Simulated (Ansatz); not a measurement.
System: Pt, space group Pm-3m (No. 221) (one of a set of cubic test structures, which need not be the stable phase).

How it was computed, with Ansatz 0.2.0 development build: equation of state of a cubic crystal from periodic Kohn-Sham density functional theory without spin, third-order Birch-Murnaghan fit to the free energies; pressure corrected for the finite basis. Level: PBE.

structure type simple cubic; atoms in cell 1; space group number 221; lattice centring simple cubic; k mesh 21×21×21; occupation method Fermi–Dirac; occupation width 0.06123 eV; wave cutoff 700 eV; datasets hard PAW; density tolerance 1e−09 eV; bands 20; density cutoff ratio 4; search for lower states default.

What does the calculation give for the energy above the lowest point against volume? The volume takes the values 17.02, 17.38, 17.74, 18.10, 18.46, 18.83, 19.19 Å³/atom.

A third-order Birch–Murnaghan fit gives V0 = 18.07 Å³/atom, B0 = 185 GPa and B′ = 5.5. The energy above the lowest point is 40.8 meV/atom at volume 17.02 Å³/atom and 34.9 meV/atom at 19.19 Å³/atom; the lowest computed point is at volume 18.10 Å³/atom (0.0 meV/atom), and no other minimum shows.

```json
{"volume (Å³/atom)": "17.02", "energy above the lowest point (meV/atom)": "40.8"}
{"volume (Å³/atom)": "17.38", "energy above the lowest point (meV/atom)": "16.8"}
{"volume (Å³/atom)": "17.74", "energy above the lowest point (meV/atom)": "3.7"}
{"volume (Å³/atom)": "18.10", "energy above the lowest point (meV/atom)": "0.0"}
{"volume (Å³/atom)": "18.46", "energy above the lowest point (meV/atom)": "4.6"}
{"volume (Å³/atom)": "18.83", "energy above the lowest point (meV/atom)": "16.6"}
{"volume (Å³/atom)": "19.19", "energy above the lowest point (meV/atom)": "34.9"}
```

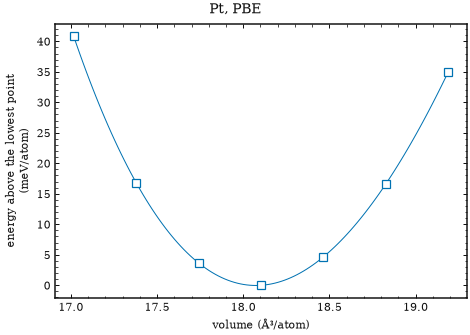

Keep in mind: cubic model structure, not the ambient form; modest k-mesh, values are not fully converged in k.
